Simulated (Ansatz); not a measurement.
## Run report: Ta, geometry relaxation (part 2 of 3)

The same run, continued: Ta (slab, 12 atoms in the cell); DFT PBE+D3(BJ), scalar-relativistic, plane waves, PAW, no spin polarisation (Ansatz 0.2.0); cutoff 420 eV, 4×4×1 k-mesh, Gaussian smearing of 0.1 eV. The structure derives from an entry of the Crystallography Open Database. The input holds or restrains some coordinates. Forces given for the steps count only the free coordinates. It belongs to a series of runs on one base structure; here: clean slab, lower planes held.

Geometry of the input (Å; fractional positions):
```
5.6897  0.0000  0.0000
-1.8966  5.3643  0.0000
0.0000  0.0000  20.6456
Ta 0.2500  0.2500  0.3875
Ta 0.2500  0.7500  0.3875
Ta 0.7500  0.2500  0.3875
Ta 0.7500  0.7500  0.3875
Ta 0.5000  0.5000  0.5000
Ta 0.5000  0.0000  0.5000
Ta 0.0000  0.5000  0.5000
Ta 0.0000  0.0000  0.5000
Ta 0.7500  0.7500  0.6125
Ta 0.7500  0.2500  0.6125
Ta 0.2500  0.7500  0.6125
Ta 0.2500  0.2500  0.6125
```

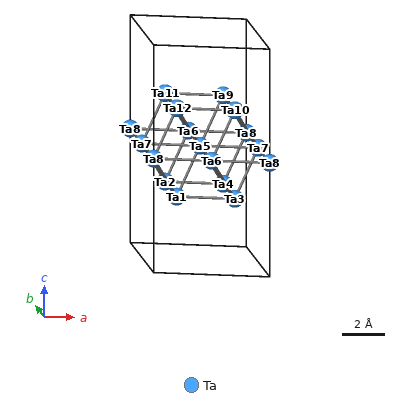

The geometry at step 4 of the log (ball-and-stick view of the cell of the calculation, with the vacuum cut short, seen slightly off an axis; atoms are numbered from 1 in the order of the input).

## Log, continued
```
relax step   2: F+E_penalty+E_count = -119183.04540824 eV  Δ(F+E_penalty+E_count) = +1.234e-4 eV  max|allowed force component| = 4.659e-1 eV/Å  Δτ_max = 0.1982 Å  (9 SCF iters, dr2 threshold 6.29e-6 eV, rejected (line search))
SCF iter   1: F=—  HF=-119183.446367 eV  |F-HF|=—  |Δ(HF+E_count)|=         —  Δρ=1.29e-2  dr2=1.06e1  ethr=3.10e-3  p=0.006 e·Å  D=1.60e-3 V/Å  ΔV_dip=-0.03 eV  dr2_dipole=2.57e0  V_vac-E_F(+/−)=4.72/4.75 eV  ⟨swp⟩=5.9  Hψ=1649  notcnv=0  defer=30
efield: sawtooth ramp at fractional position 0.9800 (handed on by an earlier solve), width 0.0400; the density the first Hamiltonian is built on has a dipole p = 0.006 e·Å; the dipole correction subtracts the counter field D = 1.60e-3 V/Å, which shifts the + side's vacuum level by -0.03 eV against the − side's; the planar-averaged density in the ramp window peaks in size at 1.9e-6 e/Å³
preconditioner: auto → LDOS  [metal: Δε(μ)=0.048 eV  Ē_g=3.469 eV  σ=0.100 eV  W_gap=0.26  n_scr=94 (ndim 8)  ℏωp=11.5 eV  f_vac=0.560  D(μ)=17.25/eV (n_scr^D=102)  β→1.0]
SCF iter   2: F=—  HF=-119183.095411 eV  |F-HF|=—  |Δ(HF+E_count)|=   3.51e-1  Δρ=4.49e-3  dr2=6.45e-1  ethr=3.10e-3  p=-0.016 e·Å  D=-4.72e-3 V/Å  ΔV_dip=0.10 eV  dr2_dipole=9.38e-2  V_vac-E_F(+/−)=4.93/4.83 eV  ⟨swp⟩=2.7  Hψ=888  notcnv=0  defer=35
SCF iter   3: F=—  HF=-119183.075375 eV  |F-HF|=—  |Δ(HF+E_count)|=   2.00e-2  Δρ=2.81e-3  dr2=2.60e-1  ethr=4.14e-4  p=-0.004 e·Å  D=-1.08e-3 V/Å  ΔV_dip=0.02 eV  dr2_dipole=1.50e-2  V_vac-E_F(+/−)=4.78/4.76 eV  ⟨swp⟩=2.6  Hψ=1101  notcnv=0  defer=36
SCF iter   4: F=—  HF=-119183.044844 eV  |F-HF|=—  |Δ(HF+E_count)|=   3.05e-2  Δρ=4.67e-4  dr2=3.80e-3  ethr=1.67e-4  p=-0.008 e·Å  D=-2.38e-3 V/Å  ΔV_dip=0.05 eV  dr2_dipole=1.06e-7  V_vac-E_F(+/−)=4.83/4.78 eV  ⟨swp⟩=2.4  Hψ=1101  notcnv=0  defer=36
SCF iter   5: F=—  HF=-119183.045032 eV  |F-HF|=—  |Δ(HF+E_count)|=   1.87e-4  Δρ=1.71e-4  dr2=3.77e-4  ethr=2.44e-6  p=-0.004 e·Å  D=-1.07e-3 V/Å  ΔV_dip=0.02 eV  dr2_dipole=1.45e-5  V_vac-E_F(+/−)=4.80/4.77 eV  ⟨swp⟩=3.1  Hψ=1073  notcnv=0  defer=36
SCF iter   6: F=—  HF=-119183.045075 eV  |F-HF|=—  |Δ(HF+E_count)|=   4.39e-5  Δρ=5.66e-5  dr2=4.59e-5  ethr=2.42e-7  p=-0.002 e·Å  D=-5.62e-4 V/Å  ΔV_dip=0.01 eV  dr2_dipole=1.40e-5  V_vac-E_F(+/−)=4.78/4.77 eV  ⟨swp⟩=2.3  Hψ=996  notcnv=0  defer=36
SCF iter   7: F=—  HF=-119183.045531 eV  |F-HF|=—  |Δ(HF+E_count)|=   4.56e-4  Δρ=2.04e-5  dr2=5.23e-6  ethr=2.94e-8  p=-0.001 e·Å  D=-1.98e-4 V/Å  ΔV_dip=0.00 eV  dr2_dipole=2.95e-7  V_vac-E_F(+/−)=4.78/4.77 eV  ⟨swp⟩=2.6  Hψ=1177  notcnv=0  defer=36
SCF iter   8: F=—  HF=-119183.045532 eV  |F-HF|=—  |Δ(HF+E_count)|=   5.61e-7  Δρ=6.19e-6  dr2=7.65e-7  ethr=3.35e-9  p=-0.000 e·Å  D=-7.48e-5 V/Å  ΔV_dip=0.00 eV  dr2_dipole=1.78e-7  V_vac-E_F(+/−)=4.77/4.77 eV  ⟨swp⟩=2.9  Hψ=1087  notcnv=0  defer=36
SCF iter   9: F=-119183.045532 eV  HF=-119183.045532 eV  |F-HF|=2.18e-9  |Δ(HF+E_count)|=   5.74e-7  Δρ=1.83e-6  dr2=4.57e-8  ethr=6.41e-11  p=-0.000 e·Å  D=-8.33e-6 V/Å  ΔV_dip=0.00 eV  dr2_dipole=7.90e-9  V_vac-E_F(+/−)=4.77/4.77 eV  ⟨swp⟩=22.3  Hψ=6259  notcnv=0
SCF 3 converged in 9 iterations: F = -119183.045532 eV  dr2 = 4.57e-8
  greatest PAW one-centre occupation: 0.999 electrons in one spin orbital (limit 2), on the Ta atom at site 11 (counted from 0), in its partial waves of l = 0
relax step   3: F+E_penalty+E_count = -119183.04553215 eV  Δ(F+E_penalty+E_count) = -5.175e-7 eV  max|allowed force component| = 3.174e-1 eV/Å  Δτ_max = 0.0000 Å  (9 SCF iters, accepted)
SCF iter   1: F=—  HF=-119183.388075 eV  |F-HF|=—  |Δ(HF+E_count)|=         —  Δρ=1.20e-2  dr2=9.67e0  ethr=3.10e-3  p=-0.000 e·Å  D=-9.69e-6 V/Å  ΔV_dip=0.00 eV  dr2_dipole=2.90e0  V_vac-E_F(+/−)=4.79/4.79 eV  ⟨swp⟩=5.9  Hψ=1660  notcnv=0  defer=27
efield: sawtooth ramp at fractional position 0.9800 (handed on by an earlier solve), width 0.0400; the density the first Hamiltonian is built on has a dipole p = -0.000 e·Å; the dipole correction subtracts the counter field D = -9.69e-6 V/Å, which shifts the + side's vacuum level by +0.00 eV against the − side's; the planar-averaged density in the ramp window peaks in size at 2.7e-6 e/Å³
preconditioner: auto → LDOS  [metal: Δε(μ)=0.072 eV  Ē_g=3.682 eV  σ=0.100 eV  W_gap=0.38  n_scr=94 (ndim 8)  ℏωp=11.5 eV  f_vac=0.572  D(μ)=15.10/eV (n_scr^D=88)  β→1.0]
SCF iter   2: F=—  HF=-119183.100880 eV  |F-HF|=—  |Δ(HF+E_count)|=   2.87e-1  Δρ=4.58e-3  dr2=4.18e-1  ethr=3.10e-3  p=0.051 e·Å  D=1.47e-2 V/Å  ΔV_dip=-0.30 eV  dr2_dipole=2.62e-2  V_vac-E_F(+/−)=4.49/4.79 eV  ⟨swp⟩=2.9  Hψ=890  notcnv=1  defer=36
SCF iter   3: F=—  HF=-119183.057529 eV  |F-HF|=—  |Δ(HF+E_count)|=   4.34e-2  Δρ=1.83e-3  dr2=1.11e-1  ethr=2.68e-4  p=0.014 e·Å  D=4.05e-3 V/Å  ΔV_dip=-0.08 eV  dr2_dipole=6.38e-3  V_vac-E_F(+/−)=4.72/4.81 eV  ⟨swp⟩=3.0  Hψ=1212  notcnv=0  defer=36
SCF iter   4: F=—  HF=-119183.044535 eV  |F-HF|=—  |Δ(HF+E_count)|=   1.30e-2  Δρ=4.94e-4  dr2=6.88e-3  ethr=7.14e-5  p=0.013 e·Å  D=3.74e-3 V/Å  ΔV_dip=-0.08 eV  dr2_dipole=6.39e-4  V_vac-E_F(+/−)=4.72/4.79 eV  ⟨swp⟩=2.1  Hψ=917  notcnv=0  defer=36
SCF iter   5: F=—  HF=-119183.044769 eV  |F-HF|=—  |Δ(HF+E_count)|=   2.34e-4  Δρ=1.84e-4  dr2=3.38e-4  ethr=4.41e-6  p=0.009 e·Å  D=2.45e-3 V/Å  ΔV_dip=-0.05 eV  dr2_dipole=2.10e-6  V_vac-E_F(+/−)=4.73/4.79 eV  ⟨swp⟩=2.0  Hψ=817  notcnv=0  defer=36
SCF iter   6: F=—  HF=-119183.045197 eV  |F-HF|=—  |Δ(HF+E_count)|=   4.28e-4  Δρ=6.56e-5  dr2=6.24e-5  ethr=2.16e-7  p=0.007 e·Å  D=2.02e-3 V/Å  ΔV_dip=-0.04 eV  dr2_dipole=7.43e-7  V_vac-E_F(+/−)=4.75/4.79 eV  ⟨swp⟩=2.7  Hψ=1190  notcnv=0  defer=36
iter 7 did not close the SCF: its close was put off until two iterations running show no level that it waits for move by more than its bar (scf_convergence_deferred on its scf_iter line)
SCF iter   7: F=-119183.045215 eV  HF=-119183.045215 eV  |F-HF|=2.63e-7  |Δ(HF+E_count)|=   1.83e-5  Δρ=1.70e-5  dr2=4.32e-6  ethr=4.04e-9  p=0.006 e·Å  D=1.69e-3 V/Å  ΔV_dip=-0.03 eV  dr2_dipole=3.49e-7  V_vac-E_F(+/−)=4.75/4.79 eV  ⟨swp⟩=24.3  Hψ=7351  notcnv=0
iter 8 did not close the SCF: its close was put off until two iterations running show no level that it waits for move by more than its bar (scf_convergence_deferred on its scf_iter line)
SCF iter   8: F=-119183.045218 eV  HF=-119183.045218 eV  |F-HF|=2.44e-7  |Δ(HF+E_count)|=   2.41e-6  Δρ=5.72e-6  dr2=7.03e-7  ethr=2.77e-9  p=0.006 e·Å  D=1.63e-3 V/Å  ΔV_dip=-0.03 eV  dr2_dipole=1.79e-7  V_vac-E_F(+/−)=4.75/4.79 eV  ⟨swp⟩=12.0  Hψ=5792  notcnv=0
SCF iter   9: F=-119183.045218 eV  HF=-119183.045218 eV  |F-HF|=2.07e-8  |Δ(HF+E_count)|=   4.41e-7  Δρ=1.66e-6  dr2=3.23e-8  ethr=4.51e-10  p=0.006 e·Å  D=1.60e-3 V/Å  ΔV_dip=-0.03 eV  dr2_dipole=1.36e-10  V_vac-E_F(+/−)=4.75/4.79 eV  ⟨swp⟩=10.6  Hψ=5146  notcnv=0
SCF 4 converged in 9 iterations: F = -119183.045218 eV  dr2 = 3.23e-8
relax step   4: F+E_penalty+E_count = -119183.04521826 eV  Δ(F+E_penalty+E_count) = +3.139e-4 eV  max|allowed force component| = 4.665e-1 eV/Å  Δτ_max = 0.1983 Å  (9 SCF iters, dr2 threshold 6.30e-6 eV, rejected (line search))
iter 1 solved again at ethr=1.44e-3 eV; its pass at ethr=3.10e-3 eV (dr2=2.25e0 eV) is discarded
SCF iter   1: F=—  HF=-119183.219778 eV  |F-HF|=—  |Δ(HF+E_count)|=         —  Δρ=6.42e-3  dr2=2.56e0  ethr=1.44e-3  p=0.006 e·Å  D=1.60e-3 V/Å  ΔV_dip=-0.03 eV  dr2_dipole=6.63e-1  V_vac-E_F(+/−)=4.74/4.77 eV  ⟨swp⟩=1.3  Hψ=2083  notcnv=0  defer=34
efield: sawtooth ramp at fractional position 0.9800 (handed on by an earlier solve), width 0.0400; the density the first Hamiltonian is built on has a dipole p = 0.006 e·Å; the dipole correction subtracts the counter field D = 1.60e-3 V/Å, which shifts the + side's vacuum level by -0.03 eV against the − side's; the planar-averaged density in the ramp window peaks in size at 4.4e-6 e/Å³
preconditioner: auto → LDOS  [metal: Δε(μ)=0.050 eV  Ē_g=3.542 eV  σ=0.100 eV  W_gap=0.28  n_scr=94 (ndim 8)  ℏωp=11.5 eV  f_vac=0.563  D(μ)=15.47/eV (n_scr^D=88)  β→1.0]
SCF iter   2: F=—  HF=-119183.133059 eV  |F-HF|=—  |Δ(HF+E_count)|=   8.67e-2  Δρ=2.31e-3  dr2=1.18e-1  ethr=1.44e-3  p=-0.018 e·Å  D=-5.05e-3 V/Å  ΔV_dip=0.10 eV  dr2_dipole=6.72e-3  V_vac-E_F(+/−)=4.88/4.77 eV  ⟨swp⟩=2.6  Hψ=802  notcnv=0  defer=34
SCF iter   3: F=—  HF=-119183.122107 eV  |F-HF|=—  |Δ(HF+E_count)|=   1.10e-2  Δρ=1.12e-3  dr2=5.48e-2  ethr=7.56e-5  p=-0.001 e·Å  D=-1.45e-4 V/Å  ΔV_dip=0.00 eV  dr2_dipole=7.26e-3  V_vac-E_F(+/−)=4.76/4.76 eV  ⟨swp⟩=3.1  Hψ=1228  notcnv=0  defer=40
SCF iter   4: F=—  HF=-119183.117727 eV  |F-HF|=—  |Δ(HF+E_count)|=   4.38e-3  Δρ=4.07e-4  dr2=9.29e-3  ethr=3.51e-5  p=-0.001 e·Å  D=-3.25e-4 V/Å  ΔV_dip=0.01 eV  dr2_dipole=1.64e-3  V_vac-E_F(+/−)=4.77/4.76 eV  ⟨swp⟩=2.0  Hψ=799  notcnv=0  defer=38
SCF iter   5: F=—  HF=-119183.117364 eV  |F-HF|=—  |Δ(HF+E_count)|=   3.62e-4  Δρ=1.02e-4  dr2=2.55e-4  ethr=5.96e-6  p=-0.001 e·Å  D=-1.46e-4 V/Å  ΔV_dip=0.00 eV  dr2_dipole=2.51e-5  V_vac-E_F(+/−)=4.77/4.77 eV  ⟨swp⟩=2.0  Hψ=691  notcnv=0  defer=38
SCF iter   6: F=—  HF=-119183.117373 eV  |F-HF|=—  |Δ(HF+E_count)|=   8.47e-6  Δρ=2.79e-5  dr2=8.60e-6  ethr=1.64e-7  p=0.000 e·Å  D=4.06e-5 V/Å  ΔV_dip=-0.00 eV  dr2_dipole=2.76e-6  V_vac-E_F(+/−)=4.76/4.76 eV  ⟨swp⟩=3.1  Hψ=1193  notcnv=0  defer=36
SCF iter   7: F=—  HF=-119183.117729 eV  |F-HF|=—  |Δ(HF+E_count)|=   3.56e-4  Δρ=8.76e-6  dr2=1.21e-6  ethr=5.52e-9  p=0.001 e·Å  D=2.05e-4 V/Å  ΔV_dip=-0.00 eV  dr2_dipole=8.11e-8  V_vac-E_F(+/−)=4.76/4.76 eV  ⟨swp⟩=2.4  Hψ=1175  notcnv=0  defer=36
iter 8 did not close the SCF: its close was put off until two iterations running show no level that it waits for move by more than its bar (scf_convergence_deferred on its scf_iter line)
SCF iter   8: F=-119183.117730 eV  HF=-119183.117729 eV  |F-HF|=8.26e-8  |Δ(HF+E_count)|=   3.88e-7  Δρ=2.63e-6  dr2=4.92e-8  ethr=6.41e-11  p=0.001 e·Å  D=2.42e-4 V/Å  ΔV_dip=-0.00 eV  dr2_dipole=1.06e-10  V_vac-E_F(+/−)=4.76/4.76 eV  ⟨swp⟩=21.0  Hψ=6488  notcnv=0
iter 9 did not close the SCF: its close was put off until two iterations running show no level that it waits for move by more than its bar (scf_convergence_deferred on its scf_iter line)
SCF iter   9: F=-119183.117730 eV  HF=-119183.117730 eV  |F-HF|=2.25e-8  |Δ(HF+E_count)|=   9.34e-8  Δρ=8.17e-7  dr2=2.23e-8  ethr=3.16e-11  p=0.001 e·Å  D=2.55e-4 V/Å  ΔV_dip=-0.01 eV  dr2_dipole=6.26e-9  V_vac-E_F(+/−)=4.76/4.76 eV  ⟨swp⟩=9.1  Hψ=4977  notcnv=0
SCF iter  10: F=-119183.117730 eV  HF=-119183.117730 eV  |F-HF|=3.20e-10  |Δ(HF+E_count)|=   1.98e-9  Δρ=2.39e-7  dr2=7.00e-10  ethr=1.43e-11  p=0.001 e·Å  D=2.58e-4 V/Å  ΔV_dip=-0.01 eV  dr2_dipole=1.58e-10  V_vac-E_F(+/−)=4.76/4.76 eV  ⟨swp⟩=8.7  Hψ=4359  notcnv=0
SCF 5 converged in 10 iterations: F = -119183.117730 eV  dr2 = 7.00e-10
relax step   5: F+E_penalty+E_count = -119183.11772956 eV  Δ(F+E_penalty+E_count) = -7.220e-2 eV  max|allowed force component| = 2.379e-2 eV/Å  Δτ_max = 0.0966 Å  (10 SCF iters, accepted)
WARN: The output density's exchange-correlation potential varies sharply where the density is thin. Do not read a vacuum level from v_tot or v_xc, or from such a field of the output density. On a cell that repeats whose density bears no net charge and no dipole along the vacuum's axis use v_es (v_loc + v_h of the components); under efield.dipole_correction with no amplitude use v_es + v_field, which holds any external_charges[].barrier, or the levels of the report's work_function block, which leave it out; under a non-zero efield.amplitude the vacuum is tilted and has no level; on a cell that repeats and bears such a dipole with no correction it is tilted too, and efield.dipole_correction with no amplitude gives each side of its ramp a level where efield: is served; in a cell that repeats whose density bears a net charge (total_charge, or a fill off its count) it is curved and has none; of a slab under crystal.periodic whose density bears no net charge use v_es, which has a level on each side, short of where the two are joined; of another it falls or rises all the way out and has none; of a slab beside external_charges read slab_vacuum_level instead, which it has where they leave it neutral. The grid or the basis barely resolves most such structure, and the values can differ between equally converged runs; as a rule a tighter scf.convergence.dr2_threshold does not remove it. Where the density itself ripples (under the LDA too) a higher basis.ecutwfc lessens it. The files hold the spikes' plane waves up to the density's cutoff. Files: v_tot_of_output_density and the like, and their columns of v_z.tsv (output.write_potential); v_xc_of_output_density and the like, and their columns of v_comp_z.tsv (output.write_potential_components). Measured: with its Gaussian average of σ = 0.25 Å subtracted twice, the exchange-correlation potential is over 0.1 eV at 56 of the grid points where the equally averaged density (valence and model cores) is under 1e-3 e/Å³, and 0.142 eV at the most among them, at an averaged density of 3.4e-8 e/Å³. See output.write_potential in the manual, Limitations
SCF converged after 10 iterations
Free energy (F): -119183.117730 eV
Harris-Foulkes:  -119183.117730 eV  (|F-HF|=3.20e-10)
Internal energy: -119183.038822 eV  (E = F + TS)
E sigma→0 (E₀):  -119183.078276 eV
Entropy (-TS):   -0.078907 eV (-6.576 meV/atom)
Fermi energy:    3.493590 eV
Dipole field:    D = 0.000248 V/Å  (p = 0.000864 e·Å, saw-weighted, corrected)
Work function:   Φ+ = 4.7593 eV   Φ− = 4.7644 eV
Levels:          The Fermi level and band energies are counted from a zero that moves with the ramp; work functions are not
--- Per-component energies (eV) ---
  E_band       = -3633.315248
  E_kinetic    = 4376.831797
  E_local      = -121224.219832  (includes V_loc(G=0)·N_el)
  E_nonlocal   = 182.636053
  E_hartree    = 58409.253501
  E_xc         = -2610.057104
  E_vxc        = -2433.286206  (∫ρ·V_xc dr)
  E_paw        = -100758.774388  (= ΣΔE_a)
  E_vpaw       = -1353.784849  (= ΣTr[D̂ρ^β])
  E_aug_tail   = 0.001823  (compensation charges beyond the density's cutoff)
  E_efield     = 0.000000  (sawtooth field / dipole correction)
  E_vefield    = 0.001842  (∫n·V_field dr)
  E_ewald      = 42446.423469
  E_disp       = -5.134142  (pairwise vdW)
  E_smearing   = -0.078907  (= −TS)
  E_closure    = -0.000000  (closes the sum)
  Σ components = -119183.117730   (vs F -119183.117730, Δ=0.00e0)
```
